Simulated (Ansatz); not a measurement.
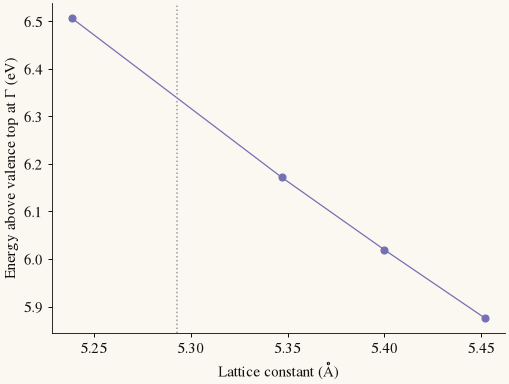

Lowest conduction level at Γ, counted from the valence-band top at Γ. One run is left out (dotted line).

System: rocksalt KF, space group Fm-3m, 2 atoms in the primitive cell. The cell is scaled uniformly. Ansatz; PBE, Ansatz PAW set, no spin polarisation, no spin-orbit coupling, 8×8×8 k mesh, 420 eV cutoff, Fermi-Dirac smearing of 0.03 eV.

| cell | Γ (eV) | pressure (GPa) |
| --- | --- | --- |
| a = 5.239 Å | 6.51 | 3.8 |
| a = 5.347 Å | 6.17 | 1.3 |
| a = 5.400 Å | 6.02 | 0.3 |
| a = 5.452 Å | 5.88 | −0.5 |

### Fill in the row for a = 5.293 Å.

A fit through the other points against the logarithm of the volume gives 6.34 eV at Γ (a straight line). The run itself gives 6.34 eV, within 0.01 eV of the estimate.

### What is the deformation potential dE/d ln V?

A straight line against ln V has a slope of −5.3 eV at Γ.

LDA, GGA and most meta-GGA functionals understate gaps.
